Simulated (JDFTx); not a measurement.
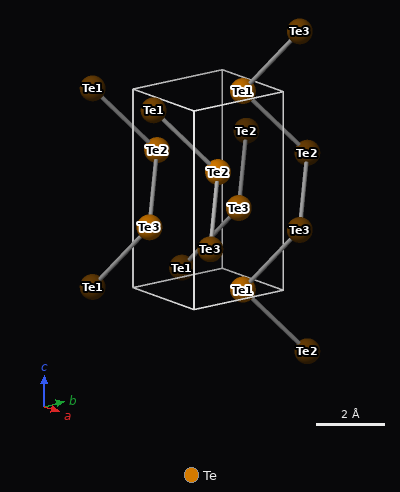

The input geometry (ball-and-stick view of the cell of the calculation, seen slightly off an axis; neighbours outside the cell are drawn fainter; atoms are numbered from 1 in the order of the input). An atom can appear more than once, as a periodic image. Near neighbours in the periodic cell (some may lie outside the picture): Te has 2 Te at 2.86 Å.

Run report: Te, geometry relaxation (part 1 of 3)

- system: Te (P3₁21, 3 atoms in the cell)
- method: Kohn-Sham DFT of a periodic cell, PBE with D3, PseudoDojo-SR-PBE-0.4.1-standard, no spin polarisation (JDFTx 1.7.0 (patched build))

The structure derives from an entry of the Crystallography Open Database.

**The input**
```
lattice \
    8.4168401591    -4.2084200795     0.0000000000 \
    0.0000000000     7.2891973974     0.0000000000 \
    0.0000000000     0.0000000000    11.1947375623
coords-type Cartesian
ion Te     3.0763550781     5.3284032975     0.0000000000 1
ion Te    -1.1320650014     1.9607940999     7.4631583752 1
ion Te     2.2641300028     0.0000000000     3.7315791871 1

ion-species pseudo/Te.upf
elec-cutoff 40 320
elec-ex-corr gga-PBE
van-der-waals D3
kpoint-folding 5 5 3
elec-smearing Fermi 0.0018374661
elec-n-bands 32
electronic-SCF nIterations 100 energyDiffThreshold 1e-09
electronic-minimize nIterations 30 energyDiffThreshold 1e-7
forces-output-coords Cartesian
lattice-minimize nIterations 40 energyDiffThreshold 1e-6

dump-name run.$VAR
dump End Ecomponents EigStats BandEigs Kpoints Forces Stress ElecDensity Dtot KEdensity
```

Machine: 1 thread of Intel Xeon (Granite Rapids), 32 GiB of memory available, shared host.

Launch command:
```bash
jdftx -c 1 -i Te.in -o Te.out
```

**What the program printed**
```
*************** JDFTx 1.7.0 (patched build) ***************

Input parsed successfully to the following command list (including defaults):
[... the input with its defaults ...]

---------- Setting up symmetries ----------

Found 24 point-group symmetries of the bravais lattice
Found 6 space-group symmetries with basis
Applied RMS atom displacement 2.74392e-10 bohrs to make symmetries exact.

---------- Initializing the Grid ----------
R =
[      8.41684     -4.20842            0  ]
[            0       7.2892            0  ]
[            0            0      11.1947  ]
unit cell volume = 686.82
G =
[   0.746502   0.430993         -0  ]
[          0   0.861986          0  ]
[          0         -0   0.561262  ]
Minimum fftbox size, Smin = [  68  68  92  ]
Chosen fftbox size, S = [  70  70  96  ]

---------- Initializing tighter grid for wavefunction operations ----------
R =
[      8.41684     -4.20842            0  ]
[            0       7.2892            0  ]
[            0            0      11.1947  ]
unit cell volume = 686.82
G =
[   0.746502   0.430993         -0  ]
[          0   0.861986          0  ]
[          0         -0   0.561262  ]
Minimum fftbox size, Smin = [  48  48  64  ]
Chosen fftbox size, S = [  48  48  64  ]

---------- Exchange Correlation functional ----------
Initalized PBE GGA exchange.
Initalized PBE GGA correlation.

---------- Setting up pseudopotentials ----------
Width of ionic core gaussian charges (only for fluid interactions / plotting) set to 0

Reading pseudopotential file 'pseudo/Te.upf':
  'Te' pseudopotential, 'PBE' functional
  Generated using ONCVPSP code by D. R. Hamann
  16 valence electrons, 3 orbitals, 6 projectors, 1001 radial grid points, with lMax = 2
    4D    l: 2   occupation: 10.0   eigenvalue: -1.530718
    5S    l: 0   occupation:  2.0   eigenvalue: -0.555231
    5P    l: 1   occupation:  4.0   eigenvalue: -0.218780
  Core radius for overlap checks: 2.04 bohrs.

Initialized 1 species with 3 total atoms.

Folded 1 k-points by 5x5x3 to 75 k-points.

---------- Setting up k-points, bands, fillings ----------
Adding inversion symmetry to k-mesh for non-inversion-symmetric unit cell.
Reduced to 12 k-points under symmetry.
Computing the number of bands and number of electrons
Calculating initial fillings.
nElectrons:  48.000000   nBands: 32   nStates: 12

----- Setting up reduced wavefunction bases (one per k-point) -----
average nbasis = 8297.907 , ideal nbasis = 8299.018

Initializing DFT-D3 calculator:
	Parameters set for gga-PBE functional
	s6:  1.000  s_r6:  1.217
	s8:  0.722  s_r8:  1.000
	Per-atom parameters loaded for:
	Te:  sqrtQ[a0]:  5.817  Rcov[a0]:  2.324  CN: [ 0.00 0.98 1.96 ]

---------- Setting up ewald sum ----------
Optimum gaussian width for ewald sums = 2.930921 bohr.
Real space sum over 1089 unit cells with max indices [  5  5  4  ]
Reciprocal space sum over 2535 terms with max indices [  6  6  7  ]

Computing DFT-D3 correction:
# coordination-number Te 3.164 3.164 3.164
# diagonal-C6 Te 418.58 418.58 418.58
EvdW_6 =   -0.011178
EvdW_8 =   -0.018114

---------- Allocating electronic variables ----------
Initializing wave functions:  linear combination of atomic orbitals
Note: number of bands (32) exceeds available atomic orbitals (27)
Te pseudo-atom occupations:   s ( 2 )  p ( 4 )  d ( 10 )
	FillingsUpdate:  mu: +0.348211731  nElectrons: 48.000000
LCAOMinimize: Iter:   0  F: -280.0100676274869329  |grad|_K:  7.704e-04  alpha:  1.000e+00
	FillingsUpdate:  mu: +0.348627634  nElectrons: 48.000000
LCAOMinimize: Iter:   1  F: -280.0127039668789166  |grad|_K:  5.638e-05  alpha:  7.143e-01  linmin:  1.496e-02  cgtest: -8.988e-02
	FillingsUpdate:  mu: +0.348568461  nElectrons: 48.000000
LCAOMinimize: Iter:   2  F: -280.0127211380499261  |grad|_K:  6.350e-06  alpha:  8.867e-01  linmin:  8.475e-03  cgtest:  1.285e-01
LCAOMinimize: Encountered beta<0, resetting CG.
	FillingsUpdate:  mu: +0.348563453  nElectrons: 48.000000
LCAOMinimize: Iter:   3  F: -280.0127213128344010  |grad|_K:  3.710e-07  alpha:  7.055e-01  linmin: -2.198e-04  cgtest:  1.000e-03
	FillingsUpdate:  mu: +0.348563490  nElectrons: 48.000000
LCAOMinimize: Iter:   4  F: -280.0127213135633610  |grad|_K:  2.071e-08  alpha:  8.636e-01  linmin:  4.273e-03  cgtest: -2.195e-02
LCAOMinimize: Converged (|Delta F|<1.000000e-06 for 2 iters).

--------- Lattice Minimization ---------

Computing DFT-D3 correction:
# coordination-number Te 3.164 3.164 3.164
# diagonal-C6 Te 418.58 418.58 418.58
EvdW_6 =   -0.011178
EvdW_8 =   -0.018114

-------- Electronic minimization -----------
Will mix electronic density at each iteration.
	FillingsUpdate:  mu: +0.348563490  nElectrons: 48.000000
	FillingsUpdate:  mu: +0.337430736  nElectrons: 48.000000
SCF: Cycle:  0   F: -280.083733903374991   dF: -7.101e-02   |Residual|: 7.060e-02   |deigs|: 1.003e-01
	FillingsUpdate:  mu: +0.336773014  nElectrons: 48.000000
SCF: Cycle:  1   F: -280.091063479396155   dF: -7.330e-03   |Residual|: 3.229e-02   |deigs|: 5.675e-03
	FillingsUpdate:  mu: +0.336477753  nElectrons: 48.000000
SCF: Cycle:  2   F: -280.092201857640248   dF: -1.138e-03   |Residual|: 1.001e-02   |deigs|: 2.209e-03
	FillingsUpdate:  mu: +0.336511235  nElectrons: 48.000000
SCF: Cycle:  3   F: -280.092232460046603   dF: -3.060e-05   |Residual|: 2.344e-03   |deigs|: 2.554e-04
	FillingsUpdate:  mu: +0.336566281  nElectrons: 48.000000
SCF: Cycle:  4   F: -280.092235199296454   dF: -2.739e-06   |Residual|: 1.176e-03   |deigs|: 7.053e-05
	FillingsUpdate:  mu: +0.336602283  nElectrons: 48.000000
SCF: Cycle:  5   F: -280.092237531556407   dF: -2.332e-06   |Residual|: 1.979e-04   |deigs|: 1.073e-04
	FillingsUpdate:  mu: +0.336617834  nElectrons: 48.000000
SCF: Cycle:  6   F: -280.092237770513066   dF: -2.390e-07   |Residual|: 1.196e-04   |deigs|: 2.512e-05
	FillingsUpdate:  mu: +0.336623821  nElectrons: 48.000000
SCF: Cycle:  7   F: -280.092237857926989   dF: -8.741e-08   |Residual|: 4.613e-05   |deigs|: 1.494e-05
	FillingsUpdate:  mu: +0.336623951  nElectrons: 48.000000
SCF: Cycle:  8   F: -280.092237889478554   dF: -3.155e-08   |Residual|: 1.523e-05   |deigs|: 1.346e-05
	FillingsUpdate:  mu: +0.336624832  nElectrons: 48.000000
SCF: Cycle:  9   F: -280.092237900765156   dF: -1.129e-08   |Residual|: 8.321e-06   |deigs|: 1.090e-05
	FillingsUpdate:  mu: +0.336624848  nElectrons: 48.000000
SCF: Cycle: 10   F: -280.092237905157106   dF: -4.392e-09   |Residual|: 5.203e-06   |deigs|: 1.264e-05
	FillingsUpdate:  mu: +0.336624757  nElectrons: 48.000000
SCF: Cycle: 11   F: -280.092237906702280   dF: -1.545e-09   |Residual|: 2.029e-06   |deigs|: 9.879e-06
	FillingsUpdate:  mu: +0.336624756  nElectrons: 48.000000
SCF: Cycle: 12   F: -280.092237907416802   dF: -7.145e-10   |Residual|: 8.376e-07   |deigs|: 2.308e-05
	FillingsUpdate:  mu: +0.336624763  nElectrons: 48.000000
SCF: Cycle: 13   F: -280.092237907632239   dF: -2.154e-10   |Residual|: 6.330e-07   |deigs|: 1.454e-05
SCF: Converged (|Delta E|<1.000000e-09 for 2 iters).

Setting wave functions to eigenvectors of Hamiltonian

Computing DFT-D3 correction:
# coordination-number Te 3.164 3.164 3.164
# diagonal-C6 Te 418.58 418.58 418.58
EvdW_6 =   -0.011178
EvdW_8 =   -0.018114
# Lattice vectors:
R =
[      8.41684     -4.20842            0  ]
[            0       7.2892            0  ]
[            0            0      11.1947  ]
unit cell volume = 686.82

# Strain tensor in Cartesian coordinates:
[            0            0            0  ]
[            0            0            0  ]
[            0            0            0  ]

# Stress tensor in Cartesian coordinates [Eh/a0^3]:
[ -9.70351e-06            0            0  ]
[            0 -9.70351e-06            0  ]
[            0            0 -1.70882e-05  ]

# Ionic positions in cartesian coordinates:
ion Te   3.076355078145581   5.328403297484358   0.000000000000000 1
ion Te  -1.132065001427518   1.960794099915643   7.463158374866667 1
ion Te   2.264130002781936   0.000000000000000   3.731579187433335 1

# Forces in Cartesian coordinates:
force Te  -0.001858563213243  -0.003219125914391   0.000000000000000 1
force Te  -0.001858563213243   0.003219125914417   0.000000000000000 1
force Te   0.003717126426487  -0.000000000000025   0.000000000000000 1

# Energy components:
   Eewald =     -176.4075553421046436
       EH =       80.5760238365746204
     Eloc =     -227.3173968218328866
      Enl =      -88.4995015329173640
     EvdW =       -0.0292919235442708
      Exc =      -73.8670907357168147
 Exc_core =       34.5112992980203330
       KE =      170.9412760254340355
-------------------------------------
     Etot =     -280.0922371960870123
       TS =        0.0000007115452270
-------------------------------------
        F =     -280.0922379076322386

LatticeMinimize: Iter:   0  F: -280.092237907632239  |grad|_K:  6.660e-03

#--- Lowdin population analysis ---
# oxidation-state Te +0.046 +0.046 +0.046

Computing DFT-D3 correction:
# coordination-number Te 3.166 3.166 3.166
# diagonal-C6 Te 418.58 418.58 418.58
EvdW_6 =   -0.011174
EvdW_8 =   -0.018104

-------- Electronic minimization -----------
Will mix electronic density at each iteration.
	FillingsUpdate:  mu: +0.336624763  nElectrons: 48.000000
	FillingsUpdate:  mu: +0.336391305  nElectrons: 48.000000
SCF: Cycle:  0   F: -280.092279407664819   dF: -7.595e-06   |Residual|: 4.759e-04   |deigs|: 1.272e-05
	FillingsUpdate:  mu: +0.336384977  nElectrons: 48.000000
SCF: Cycle:  1   F: -280.092280302290249   dF: -8.946e-07   |Residual|: 2.092e-04   |deigs|: 1.271e-05
	FillingsUpdate:  mu: +0.336382222  nElectrons: 48.000000
SCF: Cycle:  2   F: -280.092280418184089   dF: -1.159e-07   |Residual|: 9.096e-05   |deigs|: 9.524e-06
	FillingsUpdate:  mu: +0.336379888  nElectrons: 48.000000
SCF: Cycle:  3   F: -280.092280431613005   dF: -1.343e-08   |Residual|: 1.954e-05   |deigs|: 6.387e-06
	FillingsUpdate:  mu: +0.336379782  nElectrons: 48.000000
SCF: Cycle:  4   F: -280.092280433895212   dF: -2.282e-09   |Residual|: 1.161e-05   |deigs|: 5.351e-06
	FillingsUpdate:  mu: +0.336379317  nElectrons: 48.000000
SCF: Cycle:  5   F: -280.092280434526060   dF: -6.308e-10   |Residual|: 1.902e-06   |deigs|: 5.585e-06
	FillingsUpdate:  mu: +0.336379300  nElectrons: 48.000000
SCF: Cycle:  6   F: -280.092280434703525   dF: -1.775e-10   |Residual|: 8.598e-07   |deigs|: 6.799e-06
SCF: Converged (|Delta E|<1.000000e-09 for 2 iters).

Setting wave functions to eigenvectors of Hamiltonian

Computing DFT-D3 correction:
# coordination-number Te 3.166 3.166 3.166
# diagonal-C6 Te 418.58 418.58 418.58
EvdW_6 =   -0.011174
EvdW_8 =   -0.018104
LatticeMinimize: 	Wolfe criterion not satisfied: alpha: 1  (E-E0)/|gdotd0|: -0.958643  gdotd/gdotd0: 0.917048 (taking cubic step)

Computing DFT-D3 correction:
# coordination-number Te 3.169 3.169 3.169
# diagonal-C6 Te 418.58 418.58 418.58
EvdW_6 =   -0.011166
EvdW_8 =   -0.018084

-------- Electronic minimization -----------
Will mix electronic density at each iteration.
	FillingsUpdate:  mu: +0.336379300  nElectrons: 48.000000
	FillingsUpdate:  mu: +0.335914102  nElectrons: 48.000000
SCF: Cycle:  0   F: -280.092352239226670   dF: -3.212e-05   |Residual|: 9.189e-04   |deigs|: 3.777e-05
	FillingsUpdate:  mu: +0.335904590  nElectrons: 48.000000
SCF: Cycle:  1   F: -280.092354151730717   dF: -1.913e-06   |Residual|: 4.388e-04   |deigs|: 2.221e-05
	FillingsUpdate:  mu: +0.335896221  nElectrons: 48.000000
SCF: Cycle:  2   F: -280.092354499833050   dF: -3.481e-07   |Residual|: 1.740e-04   |deigs|: 1.419e-05
	FillingsUpdate:  mu: +0.335892791  nElectrons: 48.000000
SCF: Cycle:  3   F: -280.092354523719450   dF: -2.389e-08   |Residual|: 4.400e-05   |deigs|: 5.579e-06
	FillingsUpdate:  mu: +0.335891297  nElectrons: 48.000000
SCF: Cycle:  4   F: -280.092354528669546   dF: -4.950e-09   |Residual|: 2.200e-05   |deigs|: 5.075e-06
	FillingsUpdate:  mu: +0.335890663  nElectrons: 48.000000
SCF: Cycle:  5   F: -280.092354530025091   dF: -1.356e-09   |Residual|: 3.467e-06   |deigs|: 5.391e-06
	FillingsUpdate:  mu: +0.335890559  nElectrons: 48.000000
SCF: Cycle:  6   F: -280.092354530368652   dF: -3.436e-10   |Residual|: 1.703e-06   |deigs|: 4.755e-06
	FillingsUpdate:  mu: +0.335890588  nElectrons: 48.000000
SCF: Cycle:  7   F: -280.092354530475632   dF: -1.070e-10   |Residual|: 9.071e-07   |deigs|: 5.796e-06
SCF: Converged (|Delta E|<1.000000e-09 for 2 iters).

Setting wave functions to eigenvectors of Hamiltonian

Computing DFT-D3 correction:
# coordination-number Te 3.169 3.169 3.169
# diagonal-C6 Te 418.58 418.58 418.58
EvdW_6 =   -0.011166
EvdW_8 =   -0.018084
# Lattice vectors:
R =
[        8.419      -4.2095            0  ]
[  1.48305e-14      7.29107            0  ]
[            0            0      11.1998  ]
unit cell volume = 687.483

# Strain tensor in Cartesian coordinates:
[  0.000256856            0            0  ]
[            0  0.000256856            0  ]
[            0            0  0.000452352  ]

# Stress tensor in Cartesian coordinates [Eh/a0^3]:
[ -3.63536e-06            0            0  ]
[            0 -3.63536e-06            0  ]
[            0            0 -8.63006e-06  ]

# Ionic positions in cartesian coordinates:
ion Te   3.071568453988085   5.320112621246914   0.000000000000000 1
ion Te  -1.137932582272480   1.970957048056640   7.466534347149239 1
ion Te   2.275865164471850  -0.000000000000072   3.733267173574620 1

# Forces in Cartesian coordinates:
force Te  -0.001443309190267  -0.002499884848554   0.000000000000000 1
force Te  -0.001443309190266   0.002499884848574   0.000000000000000 1
force Te   0.002886618380534  -0.000000000000020   0.000000000000000 1

# Energy components:
   Eewald =     -176.4304094341864015
       EH =       80.5337110113660373
     Eloc =     -227.2482334813611828
      Enl =      -88.5016777167800655
     EvdW =       -0.0292504502117155
      Exc =      -73.8644269609047797
 Exc_core =       34.5112993774012793
       KE =      170.9366339910184251
-------------------------------------
     Etot =     -280.0923536636584004
       TS =        0.0000008668172041
-------------------------------------
        F =     -280.0923545304756317
```
